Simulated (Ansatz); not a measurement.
**Run report: Al (charge −2), single-point calculation (part 2 of 2)**

The same run, continued: Al (defect cell, 63 atoms in the cell, total charge −2); DFT PBE, scalar-relativistic, plane waves, PAW, spin-polarised (Ansatz 0.2.0); cutoff 420 eV, 1×1×1 k-mesh, Gaussian smearing of 0.05 eV, collinear spins. The structure derives from a Materials Project entry.

Output, continued:
```
--- Per-component energies (eV) ---
  E_band       = 690.255128
  E_kinetic    = 1497.862704
  E_local      = 566.759628  (includes V_loc(G=0)·N_el)
  E_nonlocal   = 656.650499
  E_hartree    = 32.309389
  E_xc         = -2529.997269
  E_vxc        = -1859.304264  (∫ρ·V_xc dr)
  E_paw        = -29449.087998  (= ΣΔE_a)
  E_vpaw       = -236.332087  (= ΣTr[D̂ρ^β])
  E_aug_tail   = -0.000134  (compensation charges beyond the density's cutoff)
  E_ewald      = -4606.055231
  E_smearing   = -0.046145  (= −TS)
  E_closure    = 0.000000  (closes the sum)
  E_deformation_potential = -30.437884  (in the stress; not in F)
  Σ components = -33831.604559   (vs F -33831.604559, Δ=0.00e0)
--- Forces (eV/Å), atoms counted from 1 ---
  atom   1  Al    -0.04288818     0.06856866     0.02254218
  atom   2  Al     0.05211633    -0.05649597     0.04500922
  atom   3  Al    -0.04598562    -0.01661792     0.02165583
  atom   4  Al    -0.01165656     0.05917746    -0.04526786
  atom   5  Al    -0.08841159    -0.04019585     0.04017252
  atom   6  Al     0.00929056     0.17475170    -0.06114449
  atom   7  Al    -0.01396295     0.04640353     0.04825947
  atom   8  Al    -0.06123877    -0.01659707    -0.02688446
  atom   9  Al    -0.00597790     0.06219553    -0.02887094
  atom  10  Al     0.12086981    -0.02424474     0.17787347
  atom  11  Al    -0.04717000    -0.01980511     0.04692771
  atom  12  Al    -0.00580551    -0.05367468    -0.01844872
  atom  13  Al     0.06151143     0.00797873     0.06206618
  atom  14  Al    -0.06848988     0.07563781     0.04057948
  atom  15  Al    -0.03502688    -0.05381603    -0.06779034
  atom  16  Al     0.09510558     0.08332531    -0.00857036
  atom  17  Al    -0.02527333    -0.04223429     0.01226844
  atom  18  Al     0.07760314    -0.02537644    -0.12461451
  atom  19  Al    -0.04642192     0.00429762    -0.01824831
  atom  20  Al     0.12586743    -0.03757175     0.01517692
  atom  21  Al    -0.06191628    -0.01133614     0.03117207
  atom  22  Al     0.08067780    -0.00289710    -0.06154626
  atom  23  Al    -0.02414770    -0.00858666     0.13937668
  atom  24  Al    -0.00328118     0.05076683    -0.08590460
  atom  25  Al    -0.06484029    -0.03043469     0.00634278
  atom  26  Al     0.05121726    -0.01727724     0.01174713
  atom  27  Al    -0.10340304     0.02817915    -0.09050225
  atom  28  Al    -0.01867019     0.01368747    -0.00448678
  atom  29  Al    -0.03195047     0.03640681     0.01495478
  atom  30  Al     0.11199504    -0.01536422    -0.11585891
  atom  31  Al    -0.08060237    -0.16227502     0.04866435
  atom  32  Al     0.03336491    -0.00898373     0.01881019
  atom  33  Al     0.04721336     0.03173606    -0.04721353
  atom  34  Al    -0.10604145    -0.00548250    -0.01526108
  atom  35  Al    -0.01007601    -0.06232855     0.03193748
  atom  36  Al    -0.00663501    -0.08280859     0.10824726
  atom  37  Al     0.00878035     0.00868402    -0.09160598
  atom  38  Al    -0.00087272    -0.03398659     0.02539168
  atom  39  Al     0.02849445     0.03174743    -0.02207616
  atom  40  Al    -0.09377608    -0.03265652    -0.01029918
  atom  41  Al     0.09006975    -0.00254724    -0.05560159
  atom  42  Al     0.10824192     0.02108983     0.08313052
  atom  43  Al     0.04869522    -0.06249301    -0.09049495
  atom  44  Al     0.01797456     0.05860480    -0.00143695
  atom  45  Al     0.00803821    -0.02889292    -0.03885846
  atom  46  Al    -0.02098343     0.04372425    -0.01387169
  atom  47  Al    -0.02610338     0.02844412     0.01890990
  atom  48  Al    -0.09478339    -0.05503964     0.12935835
  atom  49  Al     0.07928851     0.02123819    -0.04126977
  atom  50  Al     0.01491033    -0.06153411    -0.02605876
  atom  51  Al     0.03360442     0.01463533    -0.02810203
  atom  52  Al    -0.04885184    -0.01528097     0.00924775
  atom  53  Al    -0.01117310    -0.02188034     0.00560830
  atom  54  Al    -0.04937510    -0.03601822    -0.00473314
  atom  55  Al     0.05042532     0.08866180    -0.05368971
  atom  56  Al     0.06431541    -0.05953338    -0.08229630
  atom  57  Al     0.00750972     0.07549146     0.01699270
  atom  58  Al     0.03112819     0.03744911     0.05743330
  atom  59  Al     0.07125744    -0.00954985     0.09124803
  atom  60  Al    -0.07043623    -0.00435077     0.05942468
  atom  61  Al     0.01097986     0.06894854     0.07581578
  atom  62  Al    -0.03966103    -0.03843658    -0.05005679
  atom  63  Al    -0.07465606     0.01477204    -0.08528122
  max |Σ_I F_I| component: 9.60e-7 eV/Å
--- Band table (eV) ---
  k-point 0 ↑: bands = ["-3.2547", "-1.7214", "-1.6839", "-1.5774", "-1.5559", "-1.4919", "-1.4618", "-1.4411", "-1.4040", "-1.2921", "-1.2352", "-1.1906", "-1.1036", "0.2440", "0.2828", "0.3520", "0.3725", "0.3995", "0.5032", "1.8064", "1.8156", "1.8445", "1.9123", "1.9310", "1.9449", "1.9809", "2.0050", "2.0304", "2.0491", "2.0634", "2.0855", "2.0912", "2.1376", "2.1702", "2.2033", "2.2275", "2.2485", "2.3138", "2.3497", "2.4160", "2.4926", "2.5597", "2.6687", "3.5963", "3.6350", "3.6664", "3.7175", "3.7842", "3.8327", "3.9145", "4.0068", "4.0223", "4.0643", "4.0869", "4.3120", "4.9945", "5.0291", "5.1198", "5.2291", "5.2845", "5.3315", "5.3859", "5.5108", "5.5177", "5.5467", "5.5957", "5.6224", "5.6471", "5.6878", "5.7446", "5.7684", "5.8177", "5.8623", "5.9187", "5.9494", "5.9886", "6.1028", "6.1510", "6.2149", "6.9858", "7.0242", "7.0826", "7.0972", "7.1148", "7.1309", "7.7709", "7.8281", "8.2724", "8.3070", "8.3562", "8.3764", "8.4310", "8.4373", "8.4808", "8.6217", "8.6820", "8.7174", "8.7506", "8.8154", "8.8440", "8.8512", "8.8645", "8.8982", "8.9295", "8.9549", "8.9832", "9.0106", "9.0504", "9.0569", "9.0651", "9.1261", "9.1534", "9.1653", "9.1903", "9.2437", "9.2621", "9.3260", "9.3377", "9.3570", "9.3880", "9.4210", "9.4634", "9.4886", "9.5232", "9.5468", "9.5639", "9.5818", "9.6277", "9.6563", "9.7079", "9.7369", "9.7636", "9.8110", "9.8411", "9.9958", "10.4340", "10.4776", "10.5837", "10.6782", "10.6859", "11.7339", "11.8038", "11.8488", "11.8972", "11.9355", "11.9950", "12.0297", "12.0599", "12.0887", "12.1292", "12.1522", "12.1685", "12.2390", "12.2677", "12.3009", "12.3644", "12.3801", "12.4119", "12.4191", "12.4751"]
  k-point 0 ↓: bands = ["-3.2395", "-1.7041", "-1.6675", "-1.5621", "-1.5408", "-1.4750", "-1.4474", "-1.4249", "-1.3897", "-1.2785", "-1.2233", "-1.1759", "-1.0888", "0.2571", "0.2973", "0.3682", "0.3864", "0.4169", "0.5178", "1.8216", "1.8320", "1.8596", "1.9264", "1.9490", "1.9596", "1.9954", "2.0195", "2.0452", "2.0647", "2.0771", "2.1000", "2.1063", "2.1538", "2.1856", "2.2169", "2.2405", "2.2640", "2.3286", "2.3657", "2.4318", "2.5064", "2.5728", "2.6832", "3.6095", "3.6489", "3.6835", "3.7319", "3.7989", "3.8506", "3.9281", "4.0220", "4.0388", "4.0793", "4.1040", "4.3234", "5.0082", "5.0462", "5.1359", "5.2457", "5.3013", "5.3451", "5.4024", "5.5254", "5.5322", "5.5629", "5.6134", "5.6380", "5.6612", "5.7020", "5.7571", "5.7826", "5.8342", "5.8763", "5.9337", "5.9655", "6.0013", "6.1190", "6.1649", "6.2274", "6.9996", "7.0370", "7.0976", "7.1123", "7.1322", "7.1493", "7.7841", "7.8434", "8.2857", "8.3201", "8.3680", "8.3899", "8.4448", "8.4522", "8.4946", "8.6375", "8.7377", "8.7478", "8.7674", "8.8280", "8.8599", "8.8648", "8.8782", "8.9123", "8.9411", "8.9688", "8.9964", "9.0223", "9.0650", "9.0676", "9.0785", "9.1391", "9.1666", "9.1778", "9.2043", "9.2578", "9.2741", "9.3383", "9.3531", "9.3706", "9.4007", "9.4347", "9.4758", "9.5006", "9.5350", "9.5598", "9.5762", "9.5957", "9.6414", "9.6708", "9.7218", "9.7493", "9.7774", "9.8237", "9.8547", "10.0100", "10.4470", "10.4924", "10.5999", "10.6955", "10.7026", "11.7484", "11.8176", "11.8624", "11.9112", "11.9486", "12.0139", "12.0467", "12.0748", "12.1037", "12.1431", "12.1650", "12.1808", "12.2531", "12.2819", "12.3148", "12.3789", "12.3936", "12.4269", "12.4318", "12.4885"]
--- Löwdin populations: 63 sites ---
  site symbol       q [e]    m [muB]
     0     Al      2.9688     0.0142
     1     Al      2.9893     0.0106
     2     Al      3.0126     0.0052
     3     Al      2.9944     0.0165
     4     Al      2.9897     0.0165
     5     Al      2.9835     0.0097
     6     Al      2.9816     0.0235
     7     Al      2.9673     0.0089
     8     Al      2.9572     0.0370
     9     Al      3.0192     0.0201
    10     Al      2.9480     0.0205
    11     Al      3.0322     0.0031
    12     Al      2.9373     0.0096
    13     Al      3.0184     0.0103
    14     Al      2.9520     0.0115
    15     Al      2.9269     0.0095
    16     Al      2.9892     0.0207
    17     Al      3.0118     0.0093
    18     Al      2.9430     0.0083
    19     Al      3.0095     0.0046
    20     Al      3.0590     0.0030
    21     Al      3.0080     0.0142
    22     Al      3.0125     0.0044
    23     Al      2.9902     0.0161
    24     Al      2.9659     0.0135
    25     Al      2.9778     0.0114
    26     Al      2.9767     0.0080
    27     Al      2.9883     0.0031
    28     Al      2.9697     0.0113
    29     Al      2.9464     0.0119
    30     Al      3.0810     0.0134
    31     Al      2.9839     0.0140
    32     Al      3.0304     0.0027
    33     Al      2.9874     0.0054
    34     Al      3.0195     0.0297
    35     Al      2.9960     0.0142
    36     Al      2.9305     0.0074
    37     Al      2.9435     0.0017
    38     Al      2.9134     0.0053
    39     Al      2.9879     0.0107
    40     Al      2.9600     0.0076
    41     Al      2.9828     0.0070
    42     Al      2.9978     0.0217
    43     Al      2.9850     0.0085
    44     Al      2.9968     0.0055
    45     Al      2.9948     0.0073
    46     Al      2.9565     0.0147
    47     Al      2.9735     0.0098
    48     Al      2.9478     0.0164
    49     Al      3.0183     0.0108
    50     Al      2.9676     0.0136
    51     Al      3.0190    -0.0000
    52     Al      2.9908     0.0207
    53     Al      3.0343     0.0112
    54     Al      2.9899     0.0067
    55     Al      2.9985     0.0106
    56     Al      3.0349     0.0064
    57     Al      2.9374     0.0008
    58     Al      2.9636     0.0111
    59     Al      3.0242     0.0067
    60     Al      2.9819     0.0203
    61     Al      2.9489     0.0068
    62     Al      3.0278     0.0284
  spilling = 0.015018 (of n_electrons = 191.000000)
--- Bader charges: 63 sites ---
  site symbol  charge [e]  shift [e]    m [muB]
     0     Al     -0.1712     0.0010     0.0138
     1     Al     -0.0638     0.0007     0.0126
     2     Al     -0.0667     0.0000     0.0103
     3     Al     -0.0191     0.0000     0.0191
     4     Al      0.0695     0.0009     0.0146
     5     Al      0.0209     0.0006     0.0126
     6     Al      0.0289     0.0006     0.0194
     7     Al     -0.0319     0.0002     0.0090
     8     Al      0.0439     0.0001     0.0255
     9     Al     -0.0840     0.0006     0.0255
    10     Al      0.0194     0.0001     0.0155
    11     Al     -0.0630     0.0011     0.0065
    12     Al      0.0523     0.0004     0.0105
    13     Al     -0.0196     0.0006     0.0137
    14     Al      0.0567     0.0011     0.0115
    15     Al      0.0037     0.0007     0.0079
    16     Al     -0.0174     0.0011     0.0170
    17     Al     -0.0037     0.0003     0.0114
    18     Al      0.0830     0.0003     0.0104
    19     Al     -0.0658     0.0003     0.0080
    20     Al     -0.0889     0.0005     0.0048
    21     Al     -0.0805     0.0001     0.0160
    22     Al     -0.1212     0.0005     0.0064
    23     Al     -0.1208     0.0000     0.0186
    24     Al      0.0257     0.0001     0.0166
    25     Al      0.0162     0.0000     0.0103
    26     Al      0.0146     0.0002     0.0096
    27     Al     -0.0863     0.0026     0.0048
    28     Al      0.1179     0.0001     0.0095
    29     Al     -0.1915     0.0033     0.0207
    30     Al     -0.1753     0.0019     0.0170
    31     Al     -0.0710     0.0005     0.0119
    32     Al     -0.1152     0.0001     0.0078
    33     Al      0.0544     0.0036     0.0076
    34     Al     -0.1285     0.0002     0.0232
    35     Al     -0.0682     0.0002     0.0143
    36     Al      0.1018     0.0005     0.0073
    37     Al      0.1236     0.0001     0.0029
    38     Al      0.0841     0.0000     0.0065
    39     Al     -0.1041     0.0009     0.0124
    40     Al      0.0366     0.0003     0.0084
    41     Al     -0.0470     0.0002     0.0088
    42     Al     -0.0586     0.0003     0.0176
    43     Al     -0.0983     0.0019     0.0106
    44     Al     -0.0919     0.0013     0.0096
    45     Al     -0.0036     0.0003     0.0078
    46     Al      0.0816     0.0005     0.0123
    47     Al     -0.1002     0.0014     0.0114
    48     Al      0.0075     0.0002     0.0131
    49     Al     -0.0341     0.0004     0.0129
    50     Al      0.0562     0.0005     0.0108
    51     Al     -0.1576     0.0006     0.0067
    52     Al      0.0030     0.0005     0.0159
    53     Al     -0.1287     0.0008     0.0099
    54     Al     -0.1325     0.0001     0.0084
    55     Al     -0.0339     0.0001     0.0121
    56     Al     -0.1558     0.0008     0.0086
    57     Al      0.1084     0.0006     0.0056
    58     Al      0.0391     0.0000     0.0102
    59     Al     -0.0528     0.0002     0.0145
    60     Al      0.0042     0.0005     0.0144
    61     Al     -0.0269     0.0003     0.0078
    62     Al     -0.1735     0.0003     0.0272
  estimated error of the sums over rays = 6.9e-4 e
```

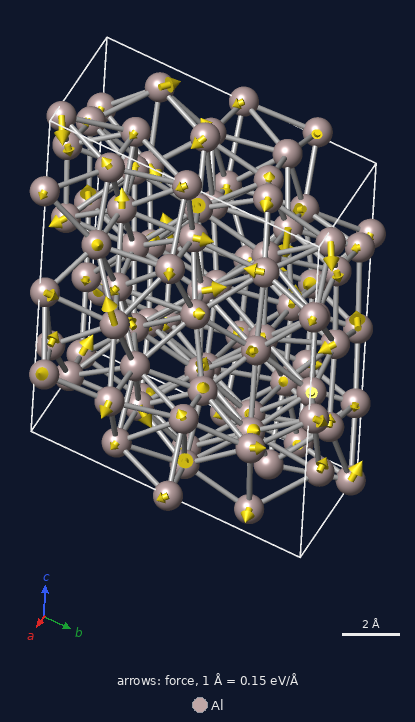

Fig. 1: Forces on the atoms as yellow arrows (ball-and-stick view of the cell of the calculation, seen slightly off an axis). The largest act on Al10 (0.22 eV/Å); Al6, Al31 (0.19 eV/Å); Al48 (0.17 eV/Å); Al30 (0.16 eV/Å), among others. Atoms are counted from 1 in the order of the input and aren't labelled in the picture. 

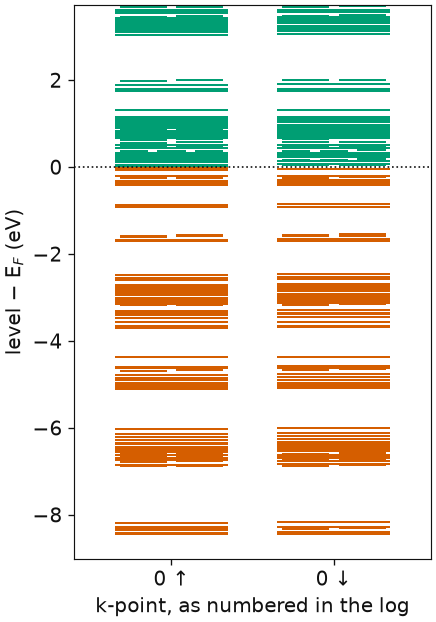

Fig. 2: Kohn–Sham levels near the Fermi level (dotted) at the few k-points that the log prints; levels within 0.02 eV of each other stand side by side. Among these points the highest filled and lowest empty levels are 0.04 eV apart, which is the gap on the mesh.

Summary:

- outcome: converged
- electrons treated: 191
- free energy: −33831.6046 eV
- Fermi energy: 8.692 eV
- gap on the k-point mesh: 0.04 eV
- net moment of the cell: 0.77 μB
- integrated absolute moment: 0.83 μB
- largest force (length of the vector): 0.216 eV/Å
- hardware: 4 threads of Arm Neoverse N1, 98 GiB of memory available, shared host
- wall time: 5.8 min (CPU time 23 min)
- peak memory: 1.3 GiB

Notes:

Warnings of the run: the state was not tested for a lower one. The cell is charged and computed with a neutralising background, so its energy and pressure depend on the cell and aren't those of a real crystal. The k-point mesh is coarse for a cell of this size, so the results may not be converged.
